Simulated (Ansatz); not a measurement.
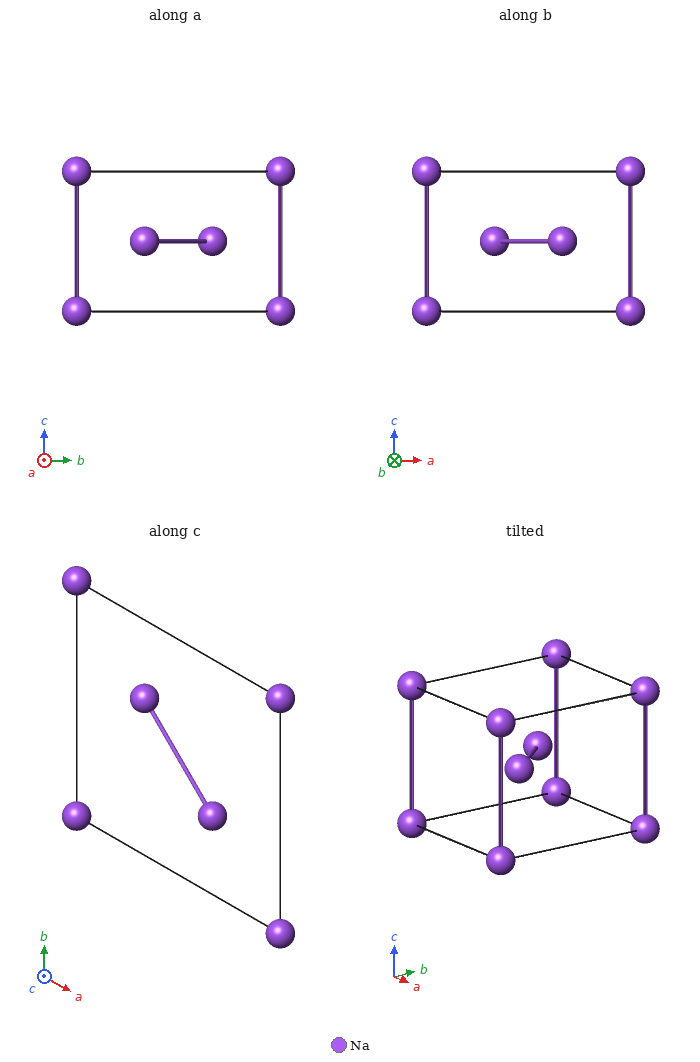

The figure gives a ball-and-stick picture of the atoms, viewed along the a axis, along the b axis, along the c axis and slightly off an axis. The lines enclose the conventional unit cell; boundary atoms appear with their images.

Lattice parameters: a = 5.7842 Å, b = 5.7842 Å, c = 3.4366 Å, α = 90.000°, β = 90.000°, γ = 120.000°.

> Write down what is shown as a CIF in P1 with every atom of the cell.

```cif
data_structure
_symmetry_space_group_name_H-M 'P 1'
_symmetry_Int_Tables_number 1
_cell_length_a 5.7842
_cell_length_b 5.7842
_cell_length_c 3.4366
_cell_angle_alpha 90.000
_cell_angle_beta 90.000
_cell_angle_gamma 120.000
_cell_volume 99.57
loop_
_atom_site_label
_atom_site_type_symbol
_atom_site_fract_x
_atom_site_fract_y
_atom_site_fract_z
_atom_site_occupancy
Na1 Na 0.0000 0.0000 0.0000 1
Na2 Na 0.3333 0.6667 0.5000 1
Na3 Na 0.6667 0.3333 0.5000 1
```

Its origin is a structure type filled with this element by a generator (whether the element takes this form wasn't checked). Earlier steps of the study may have refined or changed the cell and positions. A calculation with Ansatz used it as input.
